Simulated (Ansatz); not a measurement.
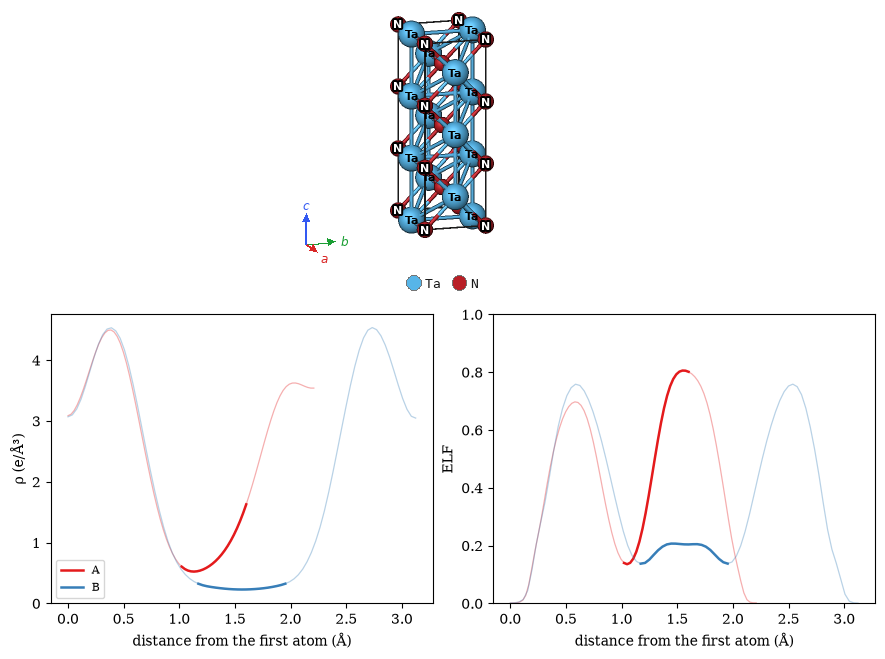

TaN. Valence charge density (pseudo) and electron localisation function along straight lines between neighbouring atoms. Thin, pale parts lie inside the atomic spheres. The structure is drawn too.

Space group Fm-3m.

Theory: DFT PBE, scalar-relativistic, plane waves, PAW (Ansatz).

In a PAW calculation such maps are meaningful between the atoms, not at the nuclei.

Input

```
crystal:
  lattice:
    - [4.4172695561, 0.0, 0.0]
    - [0.0, 2.208634778, -2.208634778]
    - [0.0, 6.6259043341, 6.6259043341]
  atoms:
    - { symbol: Ta, position: [0.5, 0.0, 0.3333333333] }
    - { symbol: Ta, position: [0.0, 0.5, 0.5] }
    - { symbol: Ta, position: [0.5, 0.0, 0.6666666667] }
    - { symbol: Ta, position: [0.0, 0.5, 0.8333333333] }
    - { symbol: Ta, position: [0.5, 0.0, 0.0] }
    - { symbol: Ta, position: [0.0, 0.5, 0.1666666667] }
    - { symbol: "N", position: [0.0, 0.0, 0.3333333333] }
    - { symbol: "N", position: [0.5, 0.5, 0.5] }
    - { symbol: "N", position: [0.0, 0.0, 0.6666666667] }
    - { symbol: "N", position: [0.5, 0.5, 0.8333333333] }
    - { symbol: "N", position: [0.0, 0.0, 1.0] }
    - { symbol: "N", position: [0.5, 0.5, 0.1666666667] }
basis:
  ecutwfc: 420
kpoints:
  mp_grid: { grid: [13, 19, 7] }
hamiltonian:
  xc: pbe
scf:
  occupations: { method: gaussian, width: 0.15 }
output:
  forces: true
  stress: true
  eigenvalues: true
  write_density: true
  write_potential: true
  elf: true
  volumetric_format: npy
```

Command:

```sh
ansatz run input.yaml --threads 2 --pin off --max-ram 5120MiB --backend cpu --events-out ev --progress --plain --runs-dir out
```

**Which curve belongs to which contact (Ta–N and Ta–Ta)? The first atom named is at distance zero.**

Curve A: Ta–N (2.21 Å): the density is about 0.53 e/Å³ at the midpoint; the ELF peaks at about 0.80 in the valence shell of N, 0.7 Å from its nucleus, and is about 0.15 at the midpoint (no shared electron pair shows on this line). Curve B: Ta–Ta (3.12 Å): the density is about 0.23 e/Å³ at the midpoint; the ELF is about 0.20 at the midpoint: no shared electron pair shows on this line.
